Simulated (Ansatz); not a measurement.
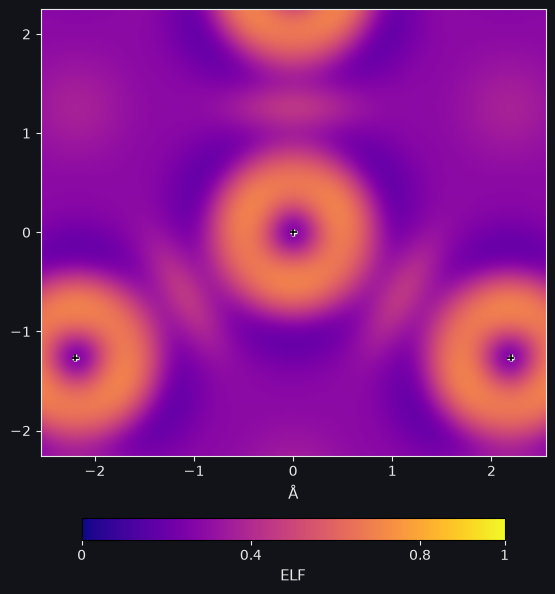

The ELF on a plane through atoms (crosses mark nuclei in the plane).

Computed with Ansatz, DFT, revPBE, plane waves (420 eV) with PAW, scalar-relativistic.

Candidates:
A. Ir, a = 4.39 Å, b = 4.39 Å, c = 2.71 Å, α = 90.00°, β = 90.00°, γ = 120.00°. Space group P6/mmm; set up as Ir, omega (AlB2-type); a generated structure, not necessarily the stable one; changed on purpose from its base cell (volume × 1.0); computed without spin polarisation.
B. Ni, a = 5.14 Å, b = 5.14 Å, c = 5.14 Å, α = 90.00°, β = 90.00°, γ = 90.00°. Space group Fd-3m; set up as Ni, diamond; a generated structure, not necessarily the stable one; computed without spin polarisation.

Q: Which system is this?

A: Candidate A: Ir on the (001) plane of the conventional cell, which holds Ir. Ir–Ir (2.54 Å): the ELF is about 0.45 at the midpoint.
